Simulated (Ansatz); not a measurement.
# Two runs on Ir

System: Ir (1 atom in the cell).
Method of the first run: Kohn-Sham DFT of a periodic cell, PBEsol0, Ansatz PAW, no spin polarisation (Ansatz 0.2.0).

The structure derives from an entry of the Crystallography Open Database. Text and figures count atoms from 1; the logs count them from 0 in places.

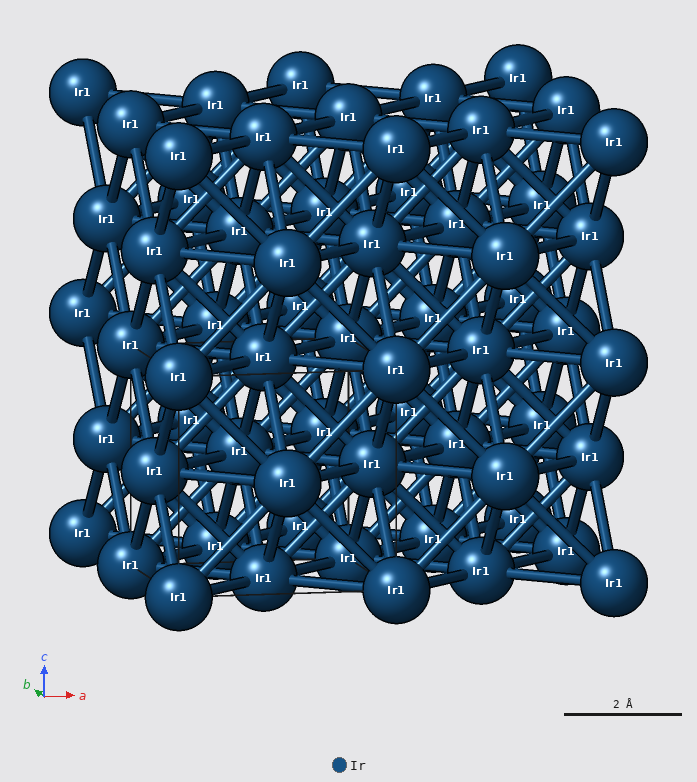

The input geometry (ball-and-stick view of the cell 4 times as large as that of the calculation, set on its symmetry axes, repeated 2 × 2 × 2, seen slightly off an axis; atoms are numbered from 1 in the order of the input). Near neighbours in the crystal (not all of them lie inside the picture): Ir has 12 Ir at 2.71 Å.

### The input, the first run
```yaml
crystal:
  lattice:
    - [0.0, 1.9156, 1.9156]
    - [1.9156, 0.0, 1.9156]
    - [1.9156, 1.9156, 0.0]
  atoms:
    - { symbol: Ir, position: [0.0, 0.0, 0.0] }
hamiltonian:
  xc: { exchange: pbesol, correlation: pbesol, exx: { coeff: 0.25 } }
  pseudopotentials: { kind: paw }
kpoints:
  mp_grid: { grid: [6, 6, 6] }
scf:
  occupations: { method: fermi_dirac, width: 0.05 }
output:
  forces: true
  stress: true
relax:
  f_tol: 0.01
  max_steps: 40
  cell: { stress_tol: 0.05 }
```

Command:
```bash
ansatz run input.yaml --threads 2 --pin off --max-ram 5632MiB --backend cpu --events-out ev --progress --plain --runs-dir out
```

Hardware: 2 threads of Arm Neoverse V1, 24 GiB of memory available, shared host.

### Output, shortened to warnings, some set-up lines, iterations and results (the first run)
```
Basis set: ecut = 420 eV, 283 PW (Γ), exchange–correlation on 40×40×40 points (8 copies of the dense FFT grid, shifted against one another)
Symmetry: 48 space group operations
k-points: 16 of 216
Initial density: superposition of atomic densities (neutral atoms: chi_scale 0, normalization atom), corrected by the library's trained network
[...]
SCF iter   1: F=—  HF=-11798.981642 eV  |F-HF|=—  |Δ(HF+E_count)|=         —  Δρ=1.38e-2  dr2=1.69e-2  ethr=1.77e-3  ⟨swp⟩=6.3  Hψ=839  notcnv=0
SCF iter   2: F=—  HF=-11798.975859 eV  |F-HF|=—  |Δ(HF+E_count)|=   5.78e-3  Δρ=4.23e-3  dr2=4.97e-4  ethr=2.91e-6  ⟨swp⟩=2.1  Hψ=832  notcnv=0
SCF iter   3: F=—  HF=-11798.975861 eV  |F-HF|=—  |Δ(HF+E_count)|=   2.41e-6  Δρ=1.99e-3  dr2=9.81e-5  ethr=2.91e-6  ⟨swp⟩=2.0  Hψ=348  notcnv=0
SCF iter   4: F=—  HF=-11798.975879 eV  |F-HF|=—  |Δ(HF+E_count)|=   1.77e-5  Δρ=5.97e-4  dr2=8.90e-6  ethr=5.77e-7  ⟨swp⟩=2.0  Hψ=348  notcnv=0
SCF iter   5: F=—  HF=-11798.975880 eV  |F-HF|=—  |Δ(HF+E_count)|=   1.77e-6  Δρ=8.91e-5  dr2=1.99e-7  ethr=5.24e-8  ⟨swp⟩=2.0  Hψ=348  notcnv=0
[... 113 lines ...]
SCF 19 converged in 2 iterations: F = -11835.663491 eV  dr2 = 1.00e-12
SCF iter   1: F=—  HF=-11835.663491 eV  |F-HF|=—  |Δ(HF+E_count)|=         —  Δρ=1.82e-7  dr2=8.36e-13  ethr=1.00e-12  ⟨swp⟩=10.2  Hψ=803  notcnv=0
SCF iter   2: F=-11835.663491 eV  HF=-11835.663491 eV  |F-HF|=1.82e-12  |Δ(HF+E_count)|=  3.64e-12  Δρ=8.19e-8  dr2=1.87e-13  ethr=1.00e-12  ⟨swp⟩=2.0  Hψ=345  notcnv=0
SCF 20 converged in 2 iterations: F = -11835.663491 eV  dr2 = 1.87e-13
relax step   7: F+E_penalty+E_count = -11835.66349115 eV  Δ(F+E_penalty+E_count) = -5.457e-12 eV  max|allowed force component| = 0.000e0 eV/Å  Δτ_max = 0.0000 Å  P = -0.000 …
basis re-selected at this cell: Δ(F+E_penalty+E_count) = -5.457e-12 eV, ΔP = +0.000 GPa vs the last step (what re-selecting the basis moved, of the pressure what is left beyond the Pulay correction that the steps carried, after the strain that the cell walked since its last selection, with what the …
hybrid SCF converged: 2 outer / 4 inner (+0 warm-up), last move |dexx| = 1.28e-13 eV, tail = 5.71e-13 eV
Stability not checked: this state was not tested for a lower state beside it, because the functional holds exact exchange (a hybrid, or Hartree-Fock), whose exchange loop this test does not read (fock_operator; see scf.lower_state_search)
Free energy (F): -11835.663491 eV
Frozen-core exchange: fock
Harris-Foulkes:  -11835.663491 eV  (|F-HF|=1.82e-12)
Internal energy: -11835.656305 eV  (E = F + TS)
E sigma→0 (E₀):  -11835.659898 eV
Entropy (-TS):   -0.007187 eV (-7.187 meV/atom)
Fermi energy:    25.644302 eV
--- Per-component energies (eV) ---
  E_band       = -116.031674
  E_kinetic    = 623.598458
  E_local      = -1027.842517  (includes V_loc(G=0)·N_el)
  E_nonlocal   = 76.887159
  E_hartree    = 395.297622
  E_xc         = -206.128800
  E_vxc        = -231.560916  (∫ρ·V_xc dr)
  E_exx        = -63.999890  (= α·E_x^exact, valence–valence)
  E_paw        = -9121.555243  (= ΣΔE_a)
  E_vpaw       = -219.709377  (= ΣTr[D̂ρ^β])
  E_aug_tail   = 0.000052  (compensation charges beyond the density's cutoff)
  E_ewald      = -2509.901891
  E_core_change = -2.011255  (= ΣΔE_core)
  E_smearing   = -0.007187  (= −TS)
  E_closure    = 0.000000  (closes the sum)
  Σ components = -11835.663491   (vs F -11835.663491, Δ=0.00e0)
--- Forces (eV/Å), atoms counted from 1 ---
  atom   1  Ir    -0.00000000    -0.00000000    -0.00000000
  max |Σ_I F_I| component: 9.20e-31 eV/Å
--- Stress (GPa, compression-positive) ---
       -0.000170      -0.000000      -0.000000
       -0.000000      -0.000170      -0.000000
       -0.000000      -0.000000      -0.000170
  P = ⅓ Tr σ = -0.0002 GPa (-0.002 kbar)
  guard bands above this table: 2 of the run's 13 bands. The solve was not asked for them (output.publish_guard_bands: true or output.eigenvalues: true publishes all)
--- Relaxed structure (5 steps of the walk, 4 accepted, 2 SCFs on fresh bases) ---
[...]
```

The second run used a changed input.

### The two runs side by side

```csv
quantity,the first run,the second run
outcome,converged,converged
free energy per atom (eV),−11835.6635,−11936.8366
"energy per atom, smearing taken to zero (eV)",−11835.6599,−11936.8319
gap on the mesh (eV),0.00,0.00
pressure (GPa),0.00,−0.02
volume per atom (Å³),13.73,14.00
largest force (eV/Å),0.000,0.000
irreducible k-points,16,16
wall time (shared host),27 s,17 s
```

Which change of the input explains these differences?

The change (lines with − go, lines with + come):
```diff
-  xc: { exchange: pbesol, correlation: pbesol, exx: { coeff: 0.25 } }
+  xc: hse06
```

The total energies belong to different methods, so their difference says nothing on which is more stable or more accurate. The volume per atom goes from 13.73 to 14.00 Å³. The functional changes from one typed by its parts (see the input) to HSE06. On the same kind of shared host the second run took about 0.64 times as long.

### Output, shortened to warnings, some set-up lines, iterations and results (the second run)
```
Basis set: ecut = 420 eV, 283 PW (Γ), exchange–correlation on 40×40×40 points (8 copies of the dense FFT grid, shifted against one another)
Symmetry: 48 space group operations
k-points: 16 of 216
Initial density: superposition of atomic densities (neutral atoms: chi_scale 0, normalization atom), corrected by the library's trained network
[...]
SCF iter   1: F=—  HF=-11935.234331 eV  |F-HF|=—  |Δ(HF+E_count)|=         —  Δρ=1.07e-2  dr2=7.99e-3  ethr=1.77e-3  ⟨swp⟩=6.3  Hψ=840  notcnv=0
SCF iter   2: F=—  HF=-11935.232424 eV  |F-HF|=—  |Δ(HF+E_count)|=   1.91e-3  Δρ=3.92e-3  dr2=4.08e-4  ethr=2.40e-6  ⟨swp⟩=2.0  Hψ=823  notcnv=0
SCF iter   3: F=—  HF=-11935.232576 eV  |F-HF|=—  |Δ(HF+E_count)|=   1.52e-4  Δρ=1.80e-3  dr2=8.04e-5  ethr=2.40e-6  ⟨swp⟩=2.0  Hψ=348  notcnv=0
SCF iter   4: F=—  HF=-11935.232634 eV  |F-HF|=—  |Δ(HF+E_count)|=   5.86e-5  Δρ=6.65e-5  dr2=1.59e-7  ethr=4.73e-7  ⟨swp⟩=2.6  Hψ=358  notcnv=0
SCF iter   5: F=—  HF=-11935.232635 eV  |F-HF|=—  |Δ(HF+E_count)|=   2.69e-7  Δρ=7.41e-6  dr2=2.33e-9  ethr=9.34e-10  ⟨swp⟩=3.0  Hψ=424  notcnv=0
[... 59 lines ...]
SCF 11 converged in 4 iterations: F = -11936.836647 eV  dr2 = 7.09e-12
SCF iter   1: F=—  HF=-11936.836647 eV  |F-HF|=—  |Δ(HF+E_count)|=         —  Δρ=3.43e-7  dr2=6.72e-12  ethr=1.00e-12  ⟨swp⟩=10.2  Hψ=821  notcnv=0
SCF iter   2: F=-11936.836647 eV  HF=-11936.836647 eV  |F-HF|=3.64e-12  |Δ(HF+E_count)|=    0.00e0  Δρ=7.99e-8  dr2=2.10e-13  ethr=1.00e-12  ⟨swp⟩=2.0  Hψ=347  notcnv=0
SCF 12 converged in 2 iterations: F = -11936.836647 eV  dr2 = 2.10e-13
relax step   4: F+E_penalty+E_count = -11936.83664657 eV  Δ(F+E_penalty+E_count) = +3.971e-5 eV  max|allowed force component| = 0.000e0 eV/Å  Δτ_max = 0.0000 Å  P = -0.022 …
basis re-selected at this cell: Δ(F+E_penalty+E_count) = +3.971e-5 eV, ΔP = +0.005 GPa vs the last step (what re-selecting the basis moved, of the pressure what is left beyond the Pulay correction that the steps carried, after the strain that the cell walked since its last selection, with what the …
hybrid SCF converged: 2 outer / 6 inner (+0 warm-up), last move |dexx| = 1.71e-13 eV, tail = 6.07e-13 eV
Stability not checked: this state was not tested for a lower state beside it, because the functional holds exact exchange (a hybrid, or Hartree-Fock), whose exchange loop this test does not read (fock_operator; see scf.lower_state_search)
Free energy (F): -11936.836647 eV
Frozen-core exchange: fock
Harris-Foulkes:  -11936.836647 eV  (|F-HF|=3.64e-12)
Internal energy: -11936.827112 eV  (E = F + TS)
E sigma→0 (E₀):  -11936.831879 eV
Entropy (-TS):   -0.009535 eV (-9.535 meV/atom)
Fermi energy:    25.316850 eV
--- Per-component energies (eV) ---
  E_band       = -116.467243
  E_kinetic    = 622.904326
  E_local      = -1047.702176  (includes V_loc(G=0)·N_el)
  E_nonlocal   = 73.595891
  E_hartree    = 402.687841
  E_xc         = -213.510358
  E_vxc        = -237.614443  (∫ρ·V_xc dr)
  E_exx        = -56.958173  (= α·E_x^exact, valence–valence)
  E_paw        = -9222.064853  (= ΣΔE_a)
  E_vpaw       = -219.110230  (= ΣTr[D̂ρ^β])
  E_aug_tail   = 0.000053  (compensation charges beyond the density's cutoff)
  E_ewald      = -2493.579017
  E_core_change = -2.200646  (= ΣΔE_core)
  E_smearing   = -0.009535  (= −TS)
  E_closure    = 0.000000  (closes the sum)
  Σ components = -11936.836647   (vs F -11936.836647, Δ=0.00e0)
--- Forces (eV/Å), atoms counted from 1 ---
  atom   1  Ir    -0.00000000     0.00000000     0.00000000
  max |Σ_I F_I| component: 2.63e-31 eV/Å
--- Stress (GPa, compression-positive) ---
       -0.021824      -0.000000      -0.000000
       -0.000000      -0.021824      -0.000000
       -0.000000      -0.000000      -0.021824
  P = ⅓ Tr σ = -0.0218 GPa (-0.218 kbar)
  guard bands above this table: 2 of the run's 13 bands. The solve was not asked for them (output.publish_guard_bands: true or output.eigenvalues: true publishes all)
--- Relaxed structure (3 steps of the walk, 2 accepted, 1 SCFs on fresh bases) ---
[...]
```

For both runs: Spin–orbit coupling is left out, which matters for Ir.
